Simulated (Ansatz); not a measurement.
## TiO$_{2}$: geometry relaxation (part 1 of 3)

- system: TiO$_{2}$ (slab, 24 atoms in the cell)
- method: DFT PBE+D3(BJ), scalar-relativistic, plane waves, PAW, no spin polarisation (Ansatz 0.2.0)

The structure derives from an entry of the Crystallography Open Database. The input holds or restrains some coordinates. It belongs to a series of runs on one base structure; here: clean slab, lower planes held. Figures and captions count atoms from 1; the log counts them from 0 in places.

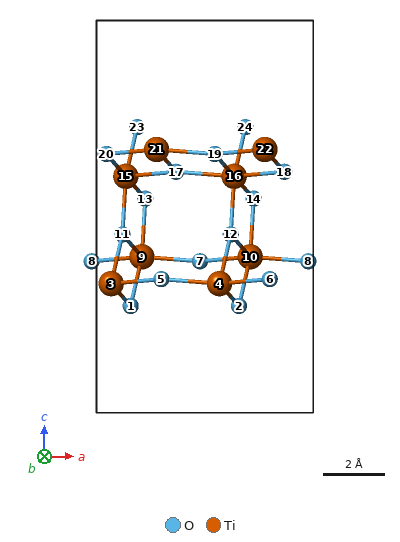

*The input geometry (ball-and-stick view of the cell of the calculation, with the vacuum cut short, along the b axis; atoms are numbered from 1 in the order of the input).*

### Input file
```yaml
crystal:
  lattice:
    - [7.5747420722, 0.0, 0.0]
    - [-1.8936855181, 5.1466543507, 0.0]
    - [0.0, 0.0, 21.8678571371]
  atoms:
    - { symbol: O, position: [0.1576574043, 0.6306296174, 0.3658337417] }
    - { symbol: O, position: [0.6576574043, 0.6306296174, 0.3658337417] }
    - { symbol: Ti, position: [0.067691746, 0.270766984, 0.3993477693] }
    - { symbol: Ti, position: [0.567691746, 0.270766984, 0.3993477693] }
    - { symbol: O, position: [0.2995803408, 0.1983213634, 0.406094634] }
    - { symbol: O, position: [0.7995803408, 0.1983213634, 0.406094634] }
    - { symbol: O, position: [0.4777260876, 0.9109043506, 0.4328617968] }
    - { symbol: O, position: [0.9777260876, 0.9109043506, 0.4328617968] }
    - { symbol: Ti, position: [0.2096146825, 0.83845873, 0.4396086616] }
    - { symbol: Ti, position: [0.7096146825, 0.83845873, 0.4396086616] }
    - { symbol: O, position: [0.1196490241, 0.4785960966, 0.4731226891] }
    - { symbol: O, position: [0.6196490241, 0.4785960966, 0.4731226891] }
    - { symbol: O, position: [0.2253491503, 0.9013966014, 0.5268773109] }
    - { symbol: O, position: [0.7253491503, 0.9013966014, 0.5268773109] }
    - { symbol: Ti, position: [0.135383492, 0.541533968, 0.5603913384] }
    - { symbol: Ti, position: [0.635383492, 0.541533968, 0.5603913384] }
    - { symbol: O, position: [0.3672720868, 0.4690883474, 0.5671382032] }
    - { symbol: O, position: [0.8672720868, 0.4690883474, 0.5671382032] }
    - { symbol: O, position: [0.5454178336, 0.1816713346, 0.593905366] }
    - { symbol: O, position: [0.0454178336, 0.1816713346, 0.593905366] }
    - { symbol: Ti, position: [0.2773064285, 0.109225714, 0.6006522307] }
    - { symbol: Ti, position: [0.7773064285, 0.109225714, 0.6006522307] }
    - { symbol: O, position: [0.1873407701, 0.7493630806, 0.6341662583] }
    - { symbol: O, position: [0.6873407701, 0.7493630806, 0.6341662583] }
basis:
  ecutwfc: 420
kpoints:
  mp_grid: { grid: [2, 3, 1] }
hamiltonian:
  xc: pbe
  dispersion: d3bj
scf:
  occupations: { method: gaussian, width: 0.05 }
output:
  forces: true
  eigenvalues: true
  write_density: true
  write_potential: true
  elf: true
  volumetric_format: npy
relax:
  adjacent_minimum: "off"
  f_tol: 0.03
  max_steps: 70
  constraints: [{ sites: [0, 1, 2, 3, 4, 5, 6, 7, 8, 9, 10, 11] }]
efield:
  axis: 3
  dipole_correction: true
  ramp_width: 0.04
```

Run on 8 threads of Intel Xeon @ 2.50GHz (Skylake/Cascade Lake), 192 GiB of memory available, shared host.

Launched with:
```bash
ansatz run input.yaml --threads 8 --pin off --max-ram 20480MiB --backend cpu --events-out ev --progress --plain --runs-dir out
```

### Output
```
Engine: ansatz 0.2.0, x86_64-unknown-linux-gnu
Pseudopotentials: kind: paw
Pseudopotential: O, paw, valence charge 6, recommended cutoff 420 eV (normal), O.paw.azcp
Pseudopotential: Ti, paw, valence charge 12, recommended cutoff 420 eV (normal), Ti.paw.azcp
Functional definition: PBE
  parameter kappa = 0.804
  parameter beta = 0.06672455060314922
  exchange = pbe_x(kappa = kappa, mu = beta*pi^2/3)
  correlation = pbe_c(beta = beta)
Crystal: 24 atoms, lattice volume = 852.509 Å³
Basis set: ecut = 420 eV, 16637 PW (Γ), exchange–correlation on 108×80×300 points (8 copies of the dense FFT grid, shifted against one another)
Bands: 120, of which v1, the nominal top of the filled ones, is band 96 counted from 1 (95 counted from 0)
Symmetry: 2 space group operations
k-points: 4 of 6 (time reversal used)
Non-local potential: O, projectors of the file, l = 0: 2, l = 1: 2, l = 2: 1
Non-local potential: Ti, projectors of the file, l = 0: 3, l = 1: 2, l = 2: 3, l = 3: 1
PAW form: soft (Blöchl's): semilocal exchange-correlation on the pseudo side does not see the compensation charge
PAW one-centre angular grid: O, 110 points (default); XC on 64 Gauss nodes
PAW one-centre angular grid: Ti, 590 points (default); XC on 64 Gauss nodes
Initial density: superposition of atomic densities (neutral atoms: chi_scale 0, normalization atom), corrected by the library's trained network
Initial wavefunctions: pseudopotential atomic-orbital guess
Functional: x = pbe(κ = 0.804, μ = 0.2195149727645171), c = pbe(β = 0.06672455060314922)
SCF iter   1: F=—  HF=-29108.112068 eV  |F-HF|=—  |Δ(HF+E_count)|=         —  Δρ=3.28e-3  dr2=8.53e-2  ethr=1.77e-3  p=0.000 e·Å  D=1.08e-13 V/Å  ΔV_dip=-0.00 eV  dr2_dipole=1.98e-8  V_vac-E_F(+/−)=5.71/5.71 eV  ⟨swp⟩=6.2  Hψ=1891  notcnv=0
efield: sawtooth ramp at fractional position 0.9800 (placed from the atoms, in the widest stretch of the axis that holds none; the zero of the levels goes with the place), width 0.0400; the density the first Hamiltonian is built on has a dipole p = 0.000 e·Å; the dipole correction subtracts the counter field D = 1.08e-13 V/Å, which shifts the + side's vacuum level by -0.00 eV against the − side's; the planar-averaged density in the ramp window peaks in size at 8.1e-6 e/Å³
preconditioner: auto → Resta (q_TF=auto, 2.128 Å⁻¹)  ε∞=3.4  [insulator: Δε(μ)=1.884 eV  Ē_g=9.202 eV  σ=0.050 eV  W_gap=1.00  n_scr=146 (ndim 8)  ℏωp=14.4 eV  f_vac=0.643  D(μ)=0.00/eV (n_scr^D=0)  ε∞_Penn≈3.4  vacuum switching on, ρ_ref=6.1e-3 e/Å³]
SCF iter   2: F=—  HF=-29108.125445 eV  |F-HF|=—  |Δ(HF+E_count)|=   1.34e-2  Δρ=2.55e-3  dr2=5.27e-2  ethr=4.44e-5  p=-0.000 e·Å  D=-1.22e-5 V/Å  ΔV_dip=0.00 eV  dr2_dipole=9.03e-9  V_vac-E_F(+/−)=5.72/5.72 eV  ⟨swp⟩=2.0  Hψ=834  notcnv=0  defer=66
SCF iter   3: F=—  HF=-29108.119582 eV  |F-HF|=—  |Δ(HF+E_count)|=   5.86e-3  Δρ=1.03e-3  dr2=4.34e-3  ethr=2.75e-5  p=-0.000 e·Å  D=-6.75e-6 V/Å  ΔV_dip=0.00 eV  dr2_dipole=3.98e-9  V_vac-E_F(+/−)=5.72/5.72 eV  ⟨swp⟩=2.0  Hψ=636  notcnv=0  defer=66
SCF iter   4: F=—  HF=-29108.123380 eV  |F-HF|=—  |Δ(HF+E_count)|=   3.80e-3  Δρ=6.73e-4  dr2=4.12e-3  ethr=2.26e-6  p=0.000 e·Å  D=7.14e-6 V/Å  ΔV_dip=-0.00 eV  dr2_dipole=3.77e-9  V_vac-E_F(+/−)=5.73/5.73 eV  ⟨swp⟩=2.0  Hψ=702  notcnv=0  defer=50
SCF iter   5: F=—  HF=-29108.123070 eV  |F-HF|=—  |Δ(HF+E_count)|=   3.10e-4  Δρ=1.16e-4  dr2=8.32e-5  ethr=2.14e-6  p=0.000 e·Å  D=4.29e-6 V/Å  ΔV_dip=-0.00 eV  dr2_dipole=1.17e-9  V_vac-E_F(+/−)=5.73/5.73 eV  ⟨swp⟩=2.0  Hψ=624  notcnv=0  defer=47
SCF iter   6: F=—  HF=-29108.123121 eV  |F-HF|=—  |Δ(HF+E_count)|=   5.11e-5  Δρ=6.88e-5  dr2=2.66e-5  ethr=1.17e-8  p=0.000 e·Å  D=1.31e-6 V/Å  ΔV_dip=-0.00 eV  dr2_dipole=6.60e-11  V_vac-E_F(+/−)=5.73/5.73 eV  ⟨swp⟩=20.0  Hψ=5049  notcnv=0
SCF iter   7: F=-29108.123141 eV  HF=-29108.123148 eV  |F-HF|=6.26e-6  |Δ(HF+E_count)|=   2.71e-5  Δρ=3.74e-5  dr2=1.16e-5  ethr=1.17e-8  p=-0.000 e·Å  D=-1.08e-6 V/Å  ΔV_dip=0.00 eV  dr2_dipole=2.18e-10  V_vac-E_F(+/−)=5.73/5.73 eV  ⟨swp⟩=13.2  Hψ=4414  notcnv=0
SCF 1 converged in 7 iterations: F = -29108.123141 eV  dr2 = 1.16e-5
  greatest PAW one-centre occupation: 0.999 electrons in one spin orbital (limit 2), on the Ti atom at site 15 (counted from 0), in its partial waves of l = 0
relax step   1: F+E_penalty+E_count = -29108.12314143 eV  Δ(F+E_penalty+E_count) = +0.000e0 eV  max|allowed force component| = 3.839e0 eV/Å  Δτ_max = 0.0000 Å  (7 SCF iters, dr2 threshold 2.25e-5 eV, accepted)
Initial density: handed on by an earlier stage of this run
Initial wavefunctions: those handed on with the density
iter 1 solved again at ethr=3.65e-4 eV; its pass at ethr=3.10e-3 eV (dr2=7.01e-1 eV) is discarded
SCF iter   1: F=—  HF=-29109.431532 eV  |F-HF|=—  |Δ(HF+E_count)|=         —  Δρ=7.59e-3  dr2=7.03e-1  ethr=3.65e-4  p=-0.000 e·Å  D=-1.12e-7 V/Å  ΔV_dip=0.00 eV  dr2_dipole=5.93e-3  V_vac-E_F(+/−)=5.72/5.72 eV  ⟨swp⟩=1.2  Hψ=1576  notcnv=0  defer=57
efield: sawtooth ramp at fractional position 0.9800 (handed on by an earlier solve), width 0.0400; the density the first Hamiltonian is built on has a dipole p = -0.000 e·Å; the dipole correction subtracts the counter field D = -1.12e-7 V/Å, which shifts the + side's vacuum level by +0.00 eV against the − side's; the planar-averaged density in the ramp window peaks in size at 7.6e-6 e/Å³
preconditioner: auto → Resta (q_TF=auto, 2.128 Å⁻¹)  ε∞=3.4  [insulator: Δε(μ)=1.995 eV  Ē_g=9.295 eV  σ=0.050 eV  W_gap=1.00  n_scr=146 (ndim 8)  ℏωp=14.4 eV  f_vac=0.644  D(μ)=0.00/eV (n_scr^D=0)  ε∞_Penn≈3.4  vacuum switching on, ρ_ref=6.3e-3 e/Å³]
SCF iter   2: F=—  HF=-29109.292480 eV  |F-HF|=—  |Δ(HF+E_count)|=   1.39e-1  Δρ=4.40e-3  dr2=1.77e-1  ethr=3.65e-4  p=-0.035 e·Å  D=-7.37e-3 V/Å  ΔV_dip=0.16 eV  dr2_dipole=1.77e-4  V_vac-E_F(+/−)=5.87/5.71 eV  ⟨swp⟩=5.0  Hψ=909  notcnv=0  defer=59
SCF iter   3: F=—  HF=-29109.265071 eV  |F-HF|=—  |Δ(HF+E_count)|=   2.74e-2  Δρ=2.42e-3  dr2=7.12e-2  ethr=9.24e-5  p=-0.028 e·Å  D=-5.97e-3 V/Å  ΔV_dip=0.13 eV  dr2_dipole=9.40e-4  V_vac-E_F(+/−)=5.85/5.72 eV  ⟨swp⟩=3.5  Hψ=781  notcnv=0  defer=70
SCF iter   4: F=—  HF=-29109.255182 eV  |F-HF|=—  |Δ(HF+E_count)|=   9.89e-3  Δρ=9.60e-4  dr2=8.22e-3  ethr=3.71e-5  p=-0.043 e·Å  D=-9.08e-3 V/Å  ΔV_dip=0.20 eV  dr2_dipole=2.81e-5  V_vac-E_F(+/−)=5.92/5.72 eV  ⟨swp⟩=2.2  Hψ=706  notcnv=0  defer=68
SCF iter   5: F=—  HF=-29109.254561 eV  |F-HF|=—  |Δ(HF+E_count)|=   6.21e-4  Δρ=5.23e-4  dr2=2.12e-3  ethr=4.28e-6  p=-0.042 e·Å  D=-8.88e-3 V/Å  ΔV_dip=0.19 eV  dr2_dipole=2.97e-5  V_vac-E_F(+/−)=5.91/5.72 eV  ⟨swp⟩=2.0  Hψ=671  notcnv=0  defer=68
SCF iter   6: F=—  HF=-29109.254579 eV  |F-HF|=—  |Δ(HF+E_count)|=   1.86e-5  Δρ=2.82e-4  dr2=7.17e-4  ethr=1.11e-6  p=-0.045 e·Å  D=-9.47e-3 V/Å  ΔV_dip=0.21 eV  dr2_dipole=1.48e-6  V_vac-E_F(+/−)=5.93/5.72 eV  ⟨swp⟩=2.0  Hψ=652  notcnv=0  defer=68
SCF iter   7: F=-29109.254533 eV  HF=-29109.254524 eV  |F-HF|=8.63e-6  |Δ(HF+E_count)|=   5.49e-5  Δρ=7.87e-5  dr2=5.10e-5  ethr=5.21e-8  p=-0.045 e·Å  D=-9.53e-3 V/Å  ΔV_dip=0.21 eV  dr2_dipole=1.56e-6  V_vac-E_F(+/−)=5.93/5.72 eV  ⟨swp⟩=19.2  Hψ=4864  notcnv=0
SCF 2 converged in 7 iterations: F = -29109.254533 eV  dr2 = 5.10e-5
[... from here on the iterations of each SCF are left out, up to the last one ...]
relax step   2: F+E_penalty+E_count = -29109.25453299 eV  Δ(F+E_penalty+E_count) = -1.131e0 eV  max|allowed force component| = 2.070e0 eV/Å  Δτ_max = 0.1277 Å  (7 SCF iters, dr2 threshold 1.00e-4 eV, accepted)
efield: sawtooth ramp at fractional position 0.9800 (handed on by an earlier solve), width 0.0400; the density the first Hamiltonian is built on has a dipole p = -0.045 e·Å; the dipole correction subtracts the counter field D = -9.53e-3 V/Å, which shifts the + side's vacuum level by +0.21 eV against the − side's; the planar-averaged density in the ramp window peaks in size at 5.7e-6 e/Å³
preconditioner: auto → Resta (q_TF=auto, 2.128 Å⁻¹)  ε∞=3.3  [insulator: Δε(μ)=2.076 eV  Ē_g=9.390 eV  σ=0.050 eV  W_gap=1.00  n_scr=146 (ndim 8)  ℏωp=14.4 eV  f_vac=0.643  D(μ)=0.00/eV (n_scr^D=0)  ε∞_Penn≈3.3  vacuum switching on, ρ_ref=6.4e-3 e/Å³]
SCF 3 converged in 7 iterations: F = -29109.614885 eV  dr2 = 5.90e-5
relax step   3: F+E_penalty+E_count = -29109.61488459 eV  Δ(F+E_penalty+E_count) = -3.604e-1 eV  max|allowed force component| = 8.824e-1 eV/Å  Δτ_max = 0.1676 Å  (7 SCF iters, dr2 threshold 1.00e-4 eV, accepted)
efield: sawtooth ramp at fractional position 0.9800 (handed on by an earlier solve), width 0.0400; the density the first Hamiltonian is built on has a dipole p = -0.069 e·Å; the dipole correction subtracts the counter field D = -1.46e-2 V/Å, which shifts the + side's vacuum level by +0.32 eV against the − side's; the planar-averaged density in the ramp window peaks in size at 8.1e-6 e/Å³
preconditioner: auto → Resta (q_TF=auto, 2.128 Å⁻¹)  ε∞=3.4  [insulator: Δε(μ)=2.147 eV  Ē_g=9.375 eV  σ=0.050 eV  W_gap=1.00  n_scr=146 (ndim 8)  ℏωp=14.4 eV  f_vac=0.639  D(μ)=0.00/eV (n_scr^D=0)  ε∞_Penn≈3.4  vacuum switching on, ρ_ref=6.4e-3 e/Å³]
SCF 4 converged in 7 iterations: F = -29109.610295 eV  dr2 = 6.64e-5
relax step   4: F+E_penalty+E_count = -29109.61029544 eV  Δ(F+E_penalty+E_count) = +4.589e-3 eV  max|allowed force component| = 1.150e0 eV/Å  Δτ_max = 0.1157 Å  (7 SCF iters, dr2 threshold 1.00e-4 eV, rejected (line search))
efield: sawtooth ramp at fractional position 0.9800 (handed on by an earlier solve), width 0.0400; the density the first Hamiltonian is built on has a dipole p = 0.076 e·Å; the dipole correction subtracts the counter field D = 1.62e-2 V/Å, which shifts the + side's vacuum level by -0.35 eV against the − side's; the planar-averaged density in the ramp window peaks in size at 6.4e-6 e/Å³
preconditioner: auto → Resta (q_TF=auto, 2.128 Å⁻¹)  ε∞=3.4  [insulator: Δε(μ)=1.903 eV  Ē_g=9.381 eV  σ=0.050 eV  W_gap=1.00  n_scr=146 (ndim 8)  ℏωp=14.4 eV  f_vac=0.643  D(μ)=0.00/eV (n_scr^D=0)  ε∞_Penn≈3.4  vacuum switching on, ρ_ref=6.4e-3 e/Å³]
SCF 5 converged in 11 iterations: F = -29109.721147 eV  dr2 = 6.69e-8
relax step   5: F+E_penalty+E_count = -29109.72114691 eV  Δ(F+E_penalty+E_count) = -1.063e-1 eV  max|allowed force component| = 5.561e-2 eV/Å  Δτ_max = 0.0500 Å  (11 SCF iters, accepted)
SCF iter   1: F=—  HF=-29109.722350 eV  |F-HF|=—  |Δ(HF+E_count)|=         —  Δρ=3.54e-4  dr2=1.39e-3  ethr=8.92e-6  p=-0.036 e·Å  D=-7.60e-3 V/Å  ΔV_dip=0.17 eV  dr2_dipole=7.18e-5  V_vac-E_F(+/−)=5.85/5.69 eV  ⟨swp⟩=2.0  Hψ=810  notcnv=0  defer=21
efield: sawtooth ramp at fractional position 0.9800 (handed on by an earlier solve), width 0.0400; the density the first Hamiltonian is built on has a dipole p = -0.036 e·Å; the dipole correction subtracts the counter field D = -7.60e-3 V/Å, which shifts the + side's vacuum level by +0.17 eV against the − side's; the planar-averaged density in the ramp window peaks in size at 6.6e-6 e/Å³
preconditioner: auto → Resta (q_TF=auto, 2.128 Å⁻¹)  ε∞=3.4  [insulator: Δε(μ)=2.082 eV  Ē_g=9.365 eV  σ=0.050 eV  W_gap=1.00  n_scr=146 (ndim 8)  ℏωp=14.4 eV  f_vac=0.642  D(μ)=0.00/eV (n_scr^D=0)  ε∞_Penn≈3.4  vacuum switching on, ρ_ref=6.4e-3 e/Å³]
SCF iter   2: F=—  HF=-29109.722005 eV  |F-HF|=—  |Δ(HF+E_count)|=   3.45e-4  Δρ=1.88e-4  dr2=3.17e-4  ethr=7.23e-7  p=-0.032 e·Å  D=-6.69e-3 V/Å  ΔV_dip=0.15 eV  dr2_dipole=1.51e-8  V_vac-E_F(+/−)=5.84/5.69 eV  ⟨swp⟩=2.2  Hψ=691  notcnv=0  defer=25
SCF iter   3: F=—  HF=-29109.721936 eV  |F-HF|=—  |Δ(HF+E_count)|=   6.91e-5  Δρ=1.13e-4  dr2=1.42e-4  ethr=1.65e-7  p=-0.031 e·Å  D=-6.66e-3 V/Å  ΔV_dip=0.15 eV  dr2_dipole=3.79e-6  V_vac-E_F(+/−)=5.84/5.69 eV  ⟨swp⟩=2.0  Hψ=701  notcnv=0  defer=25
SCF iter   4: F=—  HF=-29109.721910 eV  |F-HF|=—  |Δ(HF+E_count)|=   2.62e-5  Δρ=4.70e-5  dr2=1.69e-5  ethr=7.39e-8  p=-0.030 e·Å  D=-6.46e-3 V/Å  ΔV_dip=0.14 eV  dr2_dipole=1.13e-7  V_vac-E_F(+/−)=5.83/5.69 eV  ⟨swp⟩=2.0  Hψ=640  notcnv=0  defer=25
SCF iter   5: F=—  HF=-29109.722231 eV  |F-HF|=—  |Δ(HF+E_count)|=   3.21e-4  Δρ=1.95e-5  dr2=2.61e-6  ethr=8.82e-9  p=-0.030 e·Å  D=-6.46e-3 V/Å  ΔV_dip=0.14 eV  dr2_dipole=1.63e-8  V_vac-E_F(+/−)=5.83/5.69 eV  ⟨swp⟩=2.0  Hψ=730  notcnv=0  defer=25
SCF iter   6: F=—  HF=-29109.722231 eV  |F-HF|=—  |Δ(HF+E_count)|=   2.56e-7  Δρ=1.05e-5  dr2=1.05e-6  ethr=1.36e-9  p=-0.030 e·Å  D=-6.45e-3 V/Å  ΔV_dip=0.14 eV  dr2_dipole=1.34e-8  V_vac-E_F(+/−)=5.83/5.69 eV  ⟨swp⟩=2.0  Hψ=617  notcnv=0  defer=25
SCF iter   7: F=—  HF=-29109.722231 eV  |F-HF|=—  |Δ(HF+E_count)|=   7.74e-9  Δρ=4.43e-6  dr2=1.70e-7  ethr=5.48e-10  p=-0.030 e·Å  D=-6.45e-3 V/Å  ΔV_dip=0.14 eV  dr2_dipole=2.42e-10  V_vac-E_F(+/−)=5.83/5.69 eV  ⟨swp⟩=2.0  Hψ=617  notcnv=0  defer=25
SCF iter   8: F=-29109.722231 eV  HF=-29109.722231 eV  |F-HF|=8.63e-9  |Δ(HF+E_count)|=   2.25e-8  Δρ=1.72e-6  dr2=1.99e-8  ethr=5.21e-11  p=-0.030 e·Å  D=-6.45e-3 V/Å  ΔV_dip=0.14 eV  dr2_dipole=1.94e-10  V_vac-E_F(+/−)=5.83/5.69 eV  ⟨swp⟩=14.2  Hψ=3402  notcnv=0
SCF 6 converged in 8 iterations: F = -29109.722231 eV  dr2 = 1.99e-8
relax step   6: F+E_penalty+E_count = -29109.72223120 eV  Δ(F+E_penalty+E_count) = -1.084e-3 eV  max|allowed force component| = 2.922e-2 eV/Å  Δτ_max = 0.0067 Å  (8 SCF iters, accepted)
```
